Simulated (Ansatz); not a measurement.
**CoO: geometry relaxation (part 1 of 2)**

- system: CoO (Fm-3m, 2 atoms in the cell)
- method: DFT PBE, scalar-relativistic, plane waves, PAW, spin-polarised (Ansatz 0.2.0)

The structure derives from an entry of the Crystallography Open Database. Figures and captions count atoms from 1; the log counts them from 0 in places.

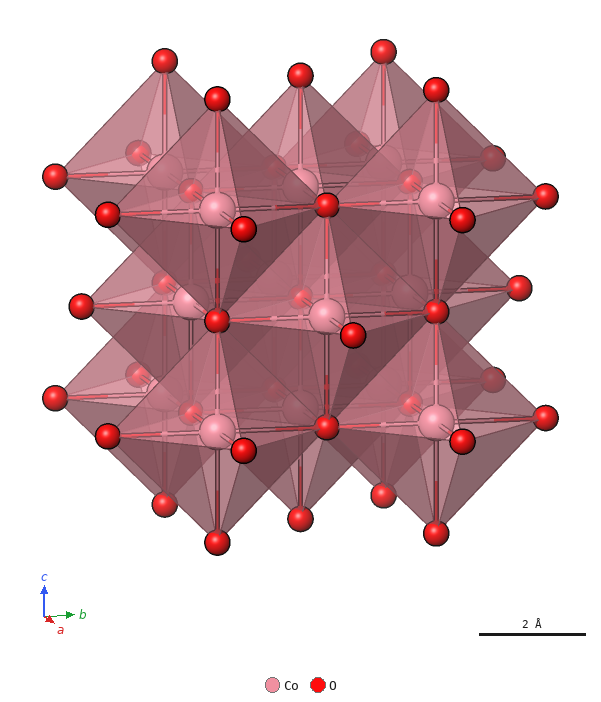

Fig. 1: The starting structure (polyhedral view of the cell 4 times as large as that of the calculation, set on its symmetry axes, seen slightly off an axis; polyhedra are completed across the faces of the cell).

Summary

| quantity | value |
| --- | --- |
| outcome | converged |
| space group (tolerance 0.01 Å) | Fm-3m (225) |
| electrons treated | 23 |
| free energy | −5692.1096 eV |
| Fermi energy | 14.056 eV |
| gap on the k-point mesh | none (metallic) |
| net moment of the cell | 2.93 μB |
| integrated absolute moment | 2.95 μB |
| pressure | 0.00 GPa |
| final volume | 19.17 Å³ |
| largest force (length of the vector) at the end | under 0.001 eV/Å |
| final cell | a = 3.004 Å, b = 3.004 Å, c = 3.004 Å, α = 60.00°, β = 60.00°, γ = 60.00° |
| hardware | 2 threads of Intel Xeon (Granite Rapids), 32 GiB of memory available, shared host |
| wall time | 17 s (CPU time 30 s) |
| peak memory | 0.44 GiB |

Input file
```yaml
crystal:
  lattice:
    - [0.0, 2.1315, 2.1315]
    - [2.1315, 0.0, 2.1315]
    - [2.1315, 2.1315, 0.0]
  atoms:
    - { symbol: Co, position: [0.0, 0.0, 0.0], spin: 2.73 }
    - { symbol: O, position: [0.5, 0.5, 0.5], spin: 0.34 }
basis:
  ecutwfc: 420
kpoints:
  mp_grid: { grid: [16, 16, 16] }
hamiltonian:
  xc: pbe
scf:
  occupations: { method: gaussian, width: 0.1 }
output:
  forces: true
  stress: true
  eigenvalues: true
  populations: true
magnetization:
  spin_polarized: true
relax:
  adjacent_minimum: "off"
  f_tol: 0.005
  max_steps: 80
  cell: { stress_tol: 0.05 }
```

Launch command:
```bash
ansatz run input.yaml --threads 2 --pin off --max-ram 5120MiB --backend cpu --events-out ev --progress --plain --runs-dir out
```

The program's output
```
Engine: ansatz 0.2.0, x86_64-unknown-linux-gnu
Pseudopotentials: kind: paw
Pseudopotential: Co, paw, valence charge 17, recommended cutoff 420 eV (normal), Co.paw.azcp
Pseudopotential: O, paw, valence charge 6, recommended cutoff 420 eV (normal), O.paw.azcp
Functional definition: PBE
  parameter kappa = 0.804
  parameter beta = 0.06672455060314922
  exchange = pbe_x(kappa = kappa, mu = beta*pi^2/3)
  correlation = pbe_c(beta = beta)
Crystal: 2 atoms, lattice volume = 19.368 Å³
Basis set: ecut = 420 eV, 339 PW (Γ), exchange–correlation on 48×48×48 points (8 copies of the dense FFT grid, shifted against one another)
Bands: 18, of which v1, the nominal top of the filled ones, is band 12 counted from 1 (11 counted from 0)
Symmetry: 48 space group operations
Space group: Fm-3m (ITA 225), of the structure as read, at distance tolerance 2.7e-5 Å
Magnetic group: BNS 225.116 (UNI 1618), of the structure as read, at distance tolerance 2.7e-5 Å
k-points: 145 of 4096
Non-local potential: Co, projectors of the file, l = 0: 3, l = 1: 2, l = 2: 3, l = 3: 1
Non-local potential: O, projectors of the file, l = 0: 2, l = 1: 2, l = 2: 1
PAW form: soft (Blöchl's): semilocal exchange-correlation on the pseudo side does not see the compensation charge
PAW one-centre angular grid: Co, 590 points (default); XC on 64 Gauss nodes
PAW one-centre angular grid: O, 110 points (default); XC on 64 Gauss nodes
Initial density: superposition of atomic densities (chi_scale 0.1, normalization cell, long waves kept (reshape's long-wave potential 0.00 eV rms))
Starting moments: Σ|m| = 3.07 μB on 2 of 2 sites
Initial wavefunctions: pseudopotential atomic-orbital guess
Functional: x = pbe(κ = 0.804, μ = 0.2195149727645171), c = pbe(β = 0.06672455060314922)
SCF iter   1: F=—  HF=-5691.004569 eV  |F-HF|=—  |Δ(HF+E_count)|=         —  Δρ=1.23e-1 (↑9.43e-2 ↓1.23e-1)  dr2=6.82e0  dr2_m=9.53e-2  M=2.630 μB ∫|m|=2.631 μB  β_m=0.30  ethr=3.10e-3  ⟨swp⟩=5.4  Hψ=21783  notcnv=0
Mixer restart at iter 1: flushing history
preconditioner: auto → none  [metal: Δε(μ)=0.004 eV  Ē_g=15.039 eV  σ=0.100 eV  W_gap=0.03  n_scr=8 (ndim 8)  ℏωp=32.7 eV  f_vac=0.000  D(μ)=4.03/eV (n_scr^D=64)  sad-step TF]
SCF iter   2: F=—  HF=-5690.941894 eV  |F-HF|=—  |Δ(HF+E_count)|=   6.27e-2  Δρ=5.46e-2 (↑3.75e-2 ↓5.46e-2)  dr2=1.41e0  dr2_m=4.17e-2  M=2.689 μB ∫|m|=2.692 μB  β_m=0.40  ethr=3.10e-3  ⟨swp⟩=3.0  Hψ=12760  notcnv=0  defer=338
SCF iter   3: F=—  HF=-5691.419582 eV  |F-HF|=—  |Δ(HF+E_count)|=   4.78e-1  Δρ=2.60e-2 (↑1.73e-2 ↓2.60e-2)  dr2=8.79e-2  dr2_m=2.25e-2  M=2.762 μB ∫|m|=2.769 μB  β_m=0.54  ethr=3.10e-3  ⟨swp⟩=2.2  Hψ=9003  notcnv=0  defer=339
SCF iter   4: F=—  HF=-5691.938026 eV  |F-HF|=—  |Δ(HF+E_count)|=         —  Δρ=3.16e-2 (↑1.04e-2 ↓3.16e-2)  dr2=8.28e-2  dr2_m=6.03e-2  M=2.909 μB ∫|m|=2.919 μB  β_m=0.54  ethr=3.82e-4  ⟨swp⟩=2.0  Hψ=11250  notcnv=0  defer=344
Mixer restart at iter 4: flushing history
SCF iter   5: F=—  HF=-5692.074543 eV  |F-HF|=—  |Δ(HF+E_count)|=   1.37e-1  Δρ=1.35e-2 (↑1.35e-2 ↓6.82e-3)  dr2=3.31e-2  dr2_m=6.49e-3  M=2.863 μB ∫|m|=2.874 μB  β_m=0.53  ethr=3.60e-4  ⟨swp⟩=2.5  Hψ=10128  notcnv=0  defer=344
SCF iter   6: F=—  HF=-5692.086276 eV  |F-HF|=—  |Δ(HF+E_count)|=   1.17e-2  Δρ=1.98e-2 (↑6.46e-3 ↓1.98e-2)  dr2=4.19e-2  dr2_m=2.45e-2  M=2.951 μB ∫|m|=2.965 μB  β_m=0.26  ethr=1.44e-4  ⟨swp⟩=2.0  Hψ=12369  notcnv=0  defer=354
SCF iter   7: F=—  HF=-5692.104469 eV  |F-HF|=—  |Δ(HF+E_count)|=   1.82e-2  Δρ=5.06e-3 (↑5.06e-3 ↓4.38e-3)  dr2=6.24e-4  dr2_m=3.62e-3  M=2.932 μB ∫|m|=2.946 μB  β_m=0.53  ethr=1.44e-4  ⟨swp⟩=2.4  Hψ=8974  notcnv=0  defer=353
SCF iter   8: F=—  HF=-5692.108333 eV  |F-HF|=—  |Δ(HF+E_count)|=   3.86e-3  Δρ=7.51e-4 (↑7.51e-4 ↓4.79e-4)  dr2=8.58e-5  dr2_m=1.56e-5  M=2.951 μB ∫|m|=2.967 μB  β_m=0.56  ethr=2.71e-6  ⟨swp⟩=2.0  Hψ=10687  notcnv=0  defer=353
SCF iter   9: F=—  HF=-5692.108449 eV  |F-HF|=—  |Δ(HF+E_count)|=   1.16e-4  Δρ=2.91e-4 (↑2.91e-4 ↓2.44e-4)  dr2=2.43e-6  dr2_m=1.17e-5  M=2.952 μB ∫|m|=2.968 μB  β_m=0.78  ethr=3.73e-7  ⟨swp⟩=2.1  Hψ=7457  notcnv=0  defer=353
SCF iter  10: F=—  HF=-5692.108446 eV  |F-HF|=—  |Δ(HF+E_count)|=   2.74e-6  Δρ=2.03e-4 (↑1.45e-4 ↓2.03e-4)  dr2=4.37e-6  dr2_m=4.58e-6  M=2.952 μB ∫|m|=2.968 μB  β_m=0.75  ethr=1.06e-8  ⟨swp⟩=2.0  Hψ=8359  notcnv=0  defer=353
SCF iter  11: F=—  HF=-5692.108447 eV  |F-HF|=—  |Δ(HF+E_count)|=   1.22e-6  Δρ=5.26e-5 (↑3.46e-5 ↓5.26e-5)  dr2=3.27e-7  dr2_m=2.83e-7  M=2.952 μB ∫|m|=2.968 μB  β_m=0.88  ethr=1.06e-8  ⟨swp⟩=2.0  Hψ=7079  notcnv=0  defer=353
SCF iter  12: F=—  HF=-5692.108447 eV  |F-HF|=—  |Δ(HF+E_count)|=   1.14e-7  Δρ=8.77e-6 (↑7.25e-6 ↓8.77e-6)  dr2=1.19e-8  dr2_m=8.92e-9  M=2.952 μB ∫|m|=2.968 μB  β_m=0.94  ethr=1.42e-9  ⟨swp⟩=2.0  Hψ=6967  notcnv=0  defer=353
SCF iter  13: F=-5692.108447 eV  HF=-5692.108447 eV  |F-HF|=3.36e-10  |Δ(HF+E_count)|=   3.51e-9  Δρ=1.59e-6 (↑5.77e-7 ↓1.59e-6)  dr2=3.77e-10  dr2_m=1.30e-10  M=2.953 μB ∫|m|=2.968 μB  ethr=5.19e-11  ⟨swp⟩=6.6  Hψ=20805  notcnv=0
SCF 1 converged in 13 iterations: F = -5692.108447 eV  dr2 = 3.77e-10
  greatest PAW one-centre occupation: 1.004 electrons in one spin orbital (limit 2), on the Co atom at site 0 (counted from 0), in its partial waves of l = 1
relax step   1: F+E_penalty+E_count = -5692.10844723 eV  Δ(F+E_penalty+E_count) = +0.000e0 eV  max|allowed force component| = 1.269e-29 eV/Å  Δτ_max = 0.0000 Å  P = -1.725 GPa  Ω = 19.368 Å³  (13 SCF iters, dr2 threshold 1.00e-7 eV, accepted)
Crystal: 2 atoms, lattice volume = 19.269 Å³
Initial density: handed on by an earlier stage of this run
Starting moments: Σ|m| = 3.07 μB on 2 of 2 sites; this step starts from the density that it was given
Initial wavefunctions: those handed on with the density
iter 1 solved again at ethr=2.16e-8 eV; its pass at ethr=3.10e-3 eV (dr2=4.97e-6 eV) is discarded
SCF iter   1: F=—  HF=-5692.109536 eV  |F-HF|=—  |Δ(HF+E_count)|=         —  Δρ=3.67e-4 (↑3.13e-4 ↓3.67e-4)  dr2=7.62e-6  dr2_m=1.36e-5  M=2.948 μB ∫|m|=2.963 μB  β_m=0.65  ethr=2.16e-8  ⟨swp⟩=3.0  Hψ=32439  notcnv=0
preconditioner: auto → none  [metal: Δε(μ)=0.002 eV  Ē_g=15.422 eV  σ=0.100 eV  W_gap=0.01  n_scr=0 (ndim 8)  ℏωp=32.8 eV  f_vac=0.000  D(μ)=4.10/eV (n_scr^D=64)]
SCF iter   2: F=—  HF=-5692.109632 eV  |F-HF|=—  |Δ(HF+E_count)|=   9.62e-5  Δρ=3.66e-4 (↑1.14e-4 ↓3.66e-4)  dr2=1.42e-5  dr2_m=8.26e-6  M=2.946 μB ∫|m|=2.962 μB  β_m=0.30  ethr=2.16e-8  ⟨swp⟩=2.0  Hψ=8608  notcnv=0
SCF iter   3: F=—  HF=-5692.109645 eV  |F-HF|=—  |Δ(HF+E_count)|=   1.35e-5  Δρ=2.55e-4 (↑1.82e-4 ↓2.55e-4)  dr2=2.72e-6  dr2_m=7.69e-6  M=2.946 μB ∫|m|=2.962 μB  β_m=0.65  ethr=2.16e-8  ⟨swp⟩=2.5  Hψ=8585  notcnv=0
SCF iter   4: F=—  HF=-5692.109690 eV  |F-HF|=—  |Δ(HF+E_count)|=   4.49e-5  Δρ=2.54e-4 (↑1.11e-4 ↓2.54e-4)  dr2=3.86e-6  dr2_m=5.63e-6  M=2.944 μB ∫|m|=2.960 μB  β_m=0.27  ethr=1.18e-8  ⟨swp⟩=2.1  Hψ=7493  notcnv=0
SCF iter   5: F=—  HF=-5692.109692 eV  |F-HF|=—  |Δ(HF+E_count)|=   2.05e-6  Δρ=9.36e-5 (↑9.36e-5 ↓9.07e-5)  dr2=3.69e-7  dr2_m=1.20e-6  M=2.944 μB ∫|m|=2.960 μB  β_m=0.56  ethr=1.18e-8  ⟨swp⟩=2.1  Hψ=8260  notcnv=0
SCF iter   6: F=—  HF=-5692.109699 eV  |F-HF|=—  |Δ(HF+E_count)|=   6.85e-6  Δρ=1.55e-5 (↑1.55e-5 ↓1.17e-5)  dr2=8.59e-8  dr2_m=6.35e-9  M=2.942 μB ∫|m|=2.958 μB  β_m=0.74  ethr=1.60e-9  ⟨swp⟩=2.1  Hψ=8717  notcnv=0
SCF iter   7: F=-5692.109700 eV  HF=-5692.109700 eV  |F-HF|=3.63e-8  |Δ(HF+E_count)|=   4.46e-7  Δρ=2.14e-5 (↑5.43e-6 ↓2.14e-5)  dr2=4.72e-8  dr2_m=2.90e-8  M=2.942 μB ∫|m|=2.958 μB  ethr=3.73e-10  ⟨swp⟩=1.6  Hψ=15558  notcnv=0
SCF 2 converged in 7 iterations: F = -5692.109700 eV  dr2 = 4.72e-8
relax step   2: F+E_penalty+E_count = -5692.10969968 eV  Δ(F+E_penalty+E_count) = -1.252e-3 eV  max|allowed force component| = 4.372e-30 eV/Å  Δτ_max = 0.0000 Å  P = -0.838 GPa  Ω = 19.269 Å³  energy of the carried Pulay correction = +4.589e-4 eV  (7 SCF iters, dr2 threshold 2.00e-7 eV, accepted)
Crystal: 2 atoms, lattice volume = 19.176 Å³
iter 1 solved again at ethr=2.00e-8 eV; its pass at ethr=3.10e-3 eV (dr2=4.60e-6 eV) is discarded
SCF iter   1: F=—  HF=-5692.110226 eV  |F-HF|=—  |Δ(HF+E_count)|=         —  Δρ=3.62e-4 (↑3.44e-4 ↓3.62e-4)  dr2=6.93e-6  dr2_m=1.55e-5  M=2.937 μB ∫|m|=2.953 μB  β_m=0.65  ethr=2.00e-8  ⟨swp⟩=3.0  Hψ=32417  notcnv=0
preconditioner: auto → none  [metal: Δε(μ)=0.004 eV  Ē_g=15.470 eV  σ=0.100 eV  W_gap=0.02  n_scr=0 (ndim 8)  ℏωp=32.8 eV  f_vac=0.000  D(μ)=4.12/eV (n_scr^D=64)]
SCF iter   2: F=—  HF=-5692.110312 eV  |F-HF|=—  |Δ(HF+E_count)|=   8.55e-5  Δρ=3.81e-4 (↑1.33e-4 ↓3.81e-4)  dr2=1.28e-5  dr2_m=9.99e-6  M=2.936 μB ∫|m|=2.951 μB  β_m=0.30  ethr=2.00e-8  ⟨swp⟩=2.0  Hψ=8609  notcnv=0
SCF iter   3: F=—  HF=-5692.110330 eV  |F-HF|=—  |Δ(HF+E_count)|=   1.80e-5  Δρ=2.75e-4 (↑2.02e-4 ↓2.75e-4)  dr2=2.43e-6  dr2_m=9.36e-6  M=2.935 μB ∫|m|=2.951 μB  β_m=0.65  ethr=2.00e-8  ⟨swp⟩=2.2  Hψ=8470  notcnv=0
SCF iter   4: F=—  HF=-5692.110364 eV  |F-HF|=—  |Δ(HF+E_count)|=   3.46e-5  Δρ=2.58e-4 (↑1.30e-4 ↓2.58e-4)  dr2=3.33e-6  dr2_m=6.35e-6  M=2.933 μB ∫|m|=2.949 μB  β_m=0.28  ethr=1.05e-8  ⟨swp⟩=2.1  Hψ=7423  notcnv=0
SCF iter   5: F=—  HF=-5692.110368 eV  |F-HF|=—  |Δ(HF+E_count)|=   3.51e-6  Δρ=9.66e-5 (↑9.66e-5 ↓9.09e-5)  dr2=3.83e-7  dr2_m=1.23e-6  M=2.933 μB ∫|m|=2.949 μB  β_m=0.56  ethr=1.05e-8  ⟨swp⟩=2.0  Hψ=8110  notcnv=0
SCF iter   6: F=—  HF=-5692.110373 eV  |F-HF|=—  |Δ(HF+E_count)|=   5.24e-6  Δρ=1.51e-5 (↑1.51e-5 ↓1.17e-5)  dr2=8.33e-8  dr2_m=6.30e-9  M=2.931 μB ∫|m|=2.947 μB  β_m=0.74  ethr=1.66e-9  ⟨swp⟩=2.0  Hψ=8592  notcnv=0
SCF iter   7: F=-5692.110373 eV  HF=-5692.110373 eV  |F-HF|=4.18e-8  |Δ(HF+E_count)|=   4.66e-7  Δρ=2.33e-5 (↑6.35e-6 ↓2.33e-5)  dr2=5.43e-8  dr2_m=3.50e-8  M=2.932 μB ∫|m|=2.947 μB  ethr=3.62e-10  ⟨swp⟩=1.6  Hψ=15499  notcnv=0
SCF 3 converged in 7 iterations: F = -5692.110373 eV  dr2 = 5.43e-8
relax step   3: F+E_penalty+E_count = -5692.11037338 eV  Δ(F+E_penalty+E_count) = -6.737e-4 eV  max|allowed force component| = 3.090e-30 eV/Å  Δτ_max = 0.0000 Å  P = -0.001 GPa  Ω = 19.176 Å³  energy of the carried Pulay correction = +8.903e-4 eV  (7 SCF iters, dr2 threshold 2.00e-7 eV, accepted)
Initial wavefunctions: pseudopotential atomic-orbital guess (no wavefunctions were taken with the density)
iter 1 solved again at ethr=8.98e-9 eV; its pass at ethr=3.10e-3 eV (dr2=2.06e-6 eV) is discarded
SCF iter   1: F=—  HF=-5692.109559 eV  |F-HF|=—  |Δ(HF+E_count)|=         —  Δρ=7.54e-5 (↑7.07e-5 ↓7.54e-5)  dr2=1.09e-6  dr2_m=2.50e-7  M=2.931 μB ∫|m|=2.947 μB  β_m=0.65  ethr=8.98e-9  ⟨swp⟩=3.7  Hψ=37880  notcnv=0
preconditioner: auto → none  [metal: Δε(μ)=0.005 eV  Ē_g=15.474 eV  σ=0.100 eV  W_gap=0.03  n_scr=0 (ndim 8)  ℏωp=32.8 eV  f_vac=0.000  D(μ)=4.15/eV (n_scr^D=64)]
SCF iter   2: F=—  HF=-5692.109559 eV  |F-HF|=—  |Δ(HF+E_count)|=   8.17e-7  Δρ=4.78e-5 (↑4.62e-5 ↓4.78e-5)  dr2=1.17e-6  dr2_m=3.43e-8  M=2.931 μB ∫|m|=2.947 μB  β_m=0.35  ethr=4.75e-9  ⟨swp⟩=2.0  Hψ=7360  notcnv=0
SCF iter   3: F=—  HF=-5692.109559 eV  |F-HF|=—  |Δ(HF+E_count)|=   2.38e-7  Δρ=1.90e-5 (↑1.76e-5 ↓1.90e-5)  dr2=6.42e-8  dr2_m=1.82e-9  M=2.931 μB ∫|m|=2.947 μB  β_m=0.61  ethr=4.75e-9  ⟨swp⟩=2.3  Hψ=6936  notcnv=0
SCF iter   4: F=—  HF=-5692.109559 eV  |F-HF|=—  |Δ(HF+E_count)|=   3.67e-7  Δρ=1.51e-5 (↑6.09e-6 ↓1.51e-5)  dr2=4.39e-8  dr2_m=9.64e-9  M=2.931 μB ∫|m|=2.947 μB  β_m=0.58  ethr=2.79e-10  ⟨swp⟩=2.0  Hψ=7223  notcnv=0
SCF iter   5: F=—  HF=-5692.109559 eV  |F-HF|=—  |Δ(HF+E_count)|=   3.11e-8  Δρ=7.71e-6 (↑7.71e-6 ↓5.81e-6)  dr2=3.67e-9  dr2_m=7.10e-9  M=2.931 μB ∫|m|=2.947 μB  β_m=0.79  ethr=1.91e-10  ⟨swp⟩=2.4  Hψ=7414  notcnv=0
SCF iter   6: F=—  HF=-5692.109559 eV  |F-HF|=—  |Δ(HF+E_count)|=   1.03e-8  Δρ=1.24e-6 (↑1.24e-6 ↓1.10e-6)  dr2=4.68e-10  dr2_m=5.45e-11  M=2.931 μB ∫|m|=2.947 μB  β_m=0.74  ethr=1.60e-11  ⟨swp⟩=2.0  Hψ=7378  notcnv=0
SCF iter   7: F=—  HF=-5692.109559 eV  |F-HF|=—  |Δ(HF+E_count)|=  2.17e-10  Δρ=6.28e-7 (↑1.62e-7 ↓6.28e-7)  dr2=4.17e-11  dr2_m=2.43e-11  M=2.931 μB ∫|m|=2.947 μB  β_m=0.87  ethr=2.04e-12  ⟨swp⟩=2.2  Hψ=6492  notcnv=0
SCF iter   8: F=—  HF=-5692.109559 eV  |F-HF|=—  |Δ(HF+E_count)|=  8.28e-11  Δρ=1.24e-7 (↑1.18e-7 ↓1.24e-7)  dr2=3.51e-12  dr2_m=1.72e-12  M=2.931 μB ∫|m|=2.947 μB  β_m=0.94  ethr=1.00e-12  ⟨swp⟩=2.1  Hψ=6727  notcnv=0
SCF iter   9: F=-5692.109559 eV  HF=-5692.109559 eV  |F-HF|=0.00e0  |Δ(HF+E_count)|=  2.73e-12  Δρ=3.43e-8 (↑3.12e-8 ↓3.43e-8)  dr2=4.16e-13  dr2_m=8.10e-14  M=2.931 μB ∫|m|=2.947 μB  ethr=1.00e-12  ⟨swp⟩=3.2  Hψ=17628  notcnv=0
SCF 4 converged in 9 iterations: F = -5692.109559 eV  dr2 = 4.16e-13
```
